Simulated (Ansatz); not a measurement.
**MgS: densities and their changes**

Space group F-43m. The cell comes from a database of computed structures, not from a measurement.

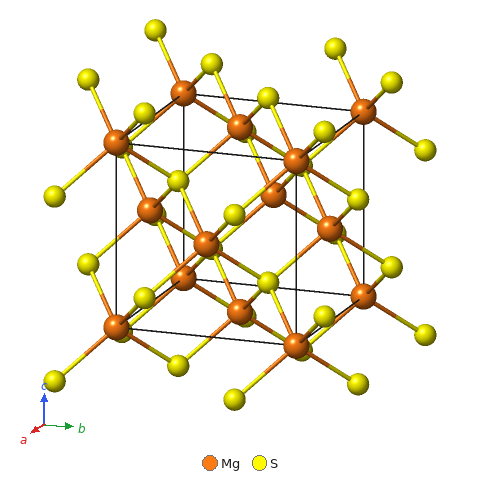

The conventional cell.

Input file:

```
crystal:
  lattice:
    - [0.0, 2.8331200468, 2.8331200468]
    - [2.8331200468, 0.0, 2.8331200468]
    - [2.8331200468, 2.8331200468, 0.0]
  atoms:
    - { symbol: Mg, position: [0.0, 0.0, 0.0] }
    - { symbol: S, position: [0.75, 0.75, 0.75] }
basis:
  ecutwfc: 420
  fft_grid_basis: typed
kpoints:
  mp_grid: { grid: [10, 10, 10] }
hamiltonian:
  xc: pbe
  pseudopotentials: { kind: paw }
scf:
  occupations: { method: gaussian, width: 0.05 }
output:
  forces: true
  stress: true
  eigenvalues: true
  bader: true
  write_density: true
  volumetric_format: npy
  elf: true
```

Run with:

```sh
ansatz run input.yaml --threads 1 --pin off --max-ram 2560MiB --backend cpu --events-out ev --progress --plain --runs-dir out
```

The picture shows the conventional cell (a = 5.67 Å, b = 5.67 Å, c = 5.67 Å, α = 90.00°, β = 90.00°, γ = 90.00°).

The calculation used Ansatz 0.2.0, DFT PBE, scalar-relativistic, plane waves, PAW.

Core electrons are frozen (PAW), so the maps are meaningful between the atoms, not at the nuclei.

## 1. Bonding charge

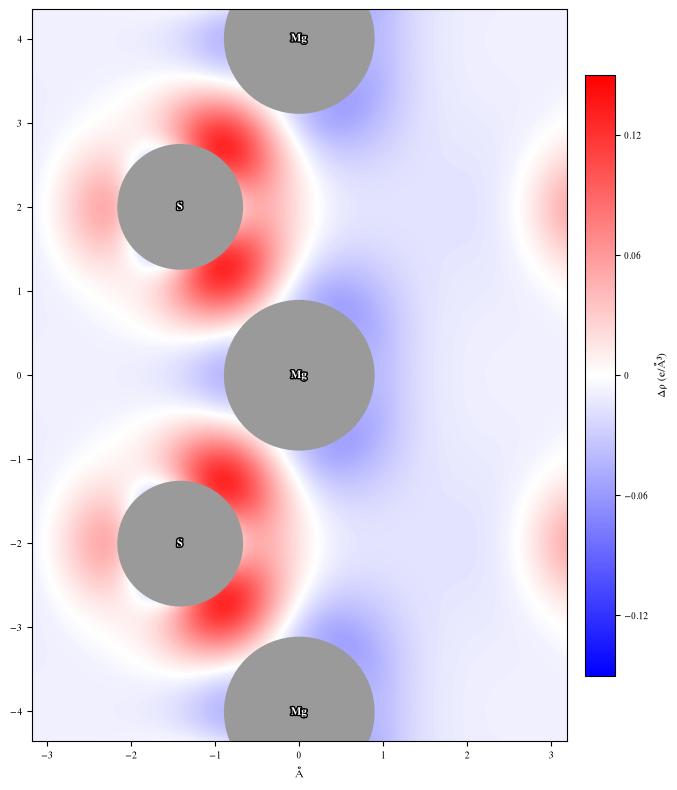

*Deformation density (self-consistent density less superposed neutral spherical atoms): a map on the (101) plane of the conventional cell, with grey discs over the atomic cores. Cores are masked to 0.9 Å (Mg) and 0.7 Å (S).*

Question: Read the map: where is density gained and where lost?

Answer: Mg–S (2.45 Å): Δρ is +0.09 e/Å³ at the midpoint.
- Over the whole cell, outside the masked cores, the largest gain, 0.13 e/Å³, lies 1.0 Å from a sulfur nucleus and 1.5 Å from a magnesium one, and the largest loss, 0.05 e/Å³, lies 1.0 Å from a magnesium nucleus.
- The rearranged charge, half the integral of |Δρ|, is about 0.25 e an atom.
- Bader charges: Mg +1.63 and S −1.63 e.

## 2. Taking out a sublattice

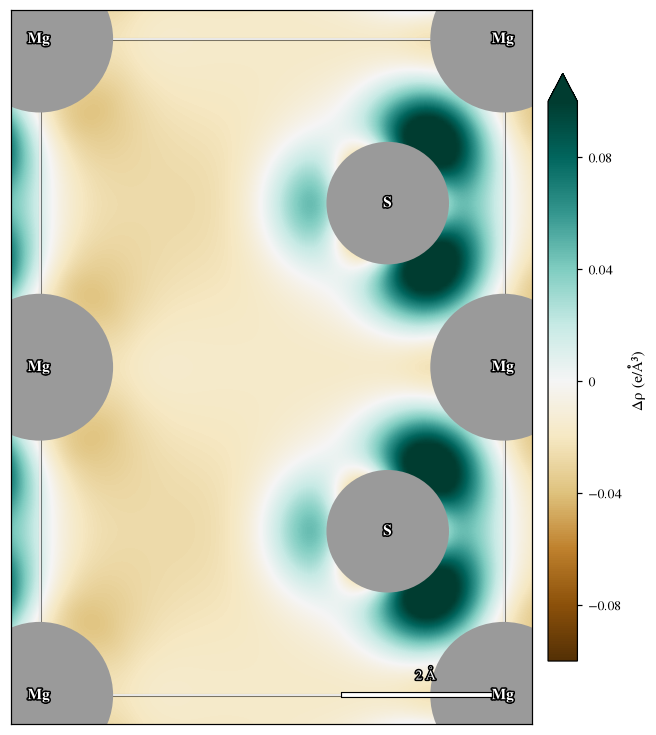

Density of the crystal less the densities of its Mg sublattice and of the rest (S), each computed alone with the atoms in place (the rest with spin, the Mg sublattice without): a map on the (011) plane of the conventional cell, with grey discs over the atomic cores. Cores are masked to 0.9 Å (Mg) and 0.7 Å (S).

Question: What does the difference density show?

Answer: Over the whole cell, outside the masked cores, the largest gain, 0.13 e/Å³, lies 1.0 Å from a sulfur nucleus and 1.5 Å from a magnesium one, and the largest loss, 0.04 e/Å³, lies 1.0 Å from a magnesium nucleus.
About 0.5 e is rearranged for each Mg atom.
By Bader's partition Mg carries +1.63 e, so it gives electrons to the rest.

Question: How much energy binds the Mg sublattice to the rest, with both frozen?

Answer: E(crystal) − E(Mg sublattice) − E(rest) is −6.1 eV for each Mg atom (negative: bound). The references are the frozen sublattices, not the elements, so this isn't a formation energy. A moment in a sublattice run without spin would make it less negative.

## 3. Change of volume

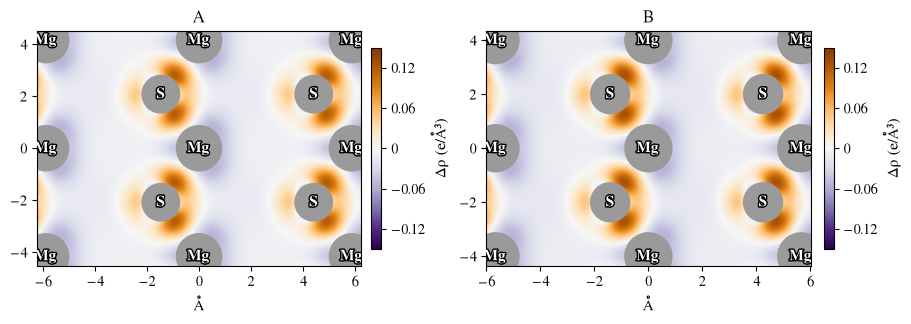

MgS: deformation density on the (110) plane of the conventional cell at two volumes, with the same fractional coordinates and one colour scale. Grey discs cover the cores.

Question: How do the two volumes compare, and how does the bonding charge respond?

Answer: A is the larger cell: A has 112 % of the volume of B. From B to A, Mg–S goes from 2.45 to 2.55 Å, and Δρ at its midpoint from +0.09 to +0.08 e/Å³. The pressure is 0.9 GPa in B and −4.4 GPa in A. Bader charges stay at Mg +1.63 and S −1.63 e. The rearranged charge is 0.25 e an atom in B and 0.26 e in A.

## 4. Putting it together

Charge passes from Mg (Pauling electronegativity 1.31) to S (2.58), the direction that the scale predicts; the Bader charges fall short of whole formal charges, as they usually do. The two pressures give a mean stiffness −ΔP/Δln V of about 47 GPa over this range, with the atoms held at their fractional positions.

Run times: 21 s (base cell), 8.1 s (the rest), 4.4 s (sublattice Mg) and 26 s (scaled cell), on 1 thread of Arm Neoverse N1, with other jobs on the host.
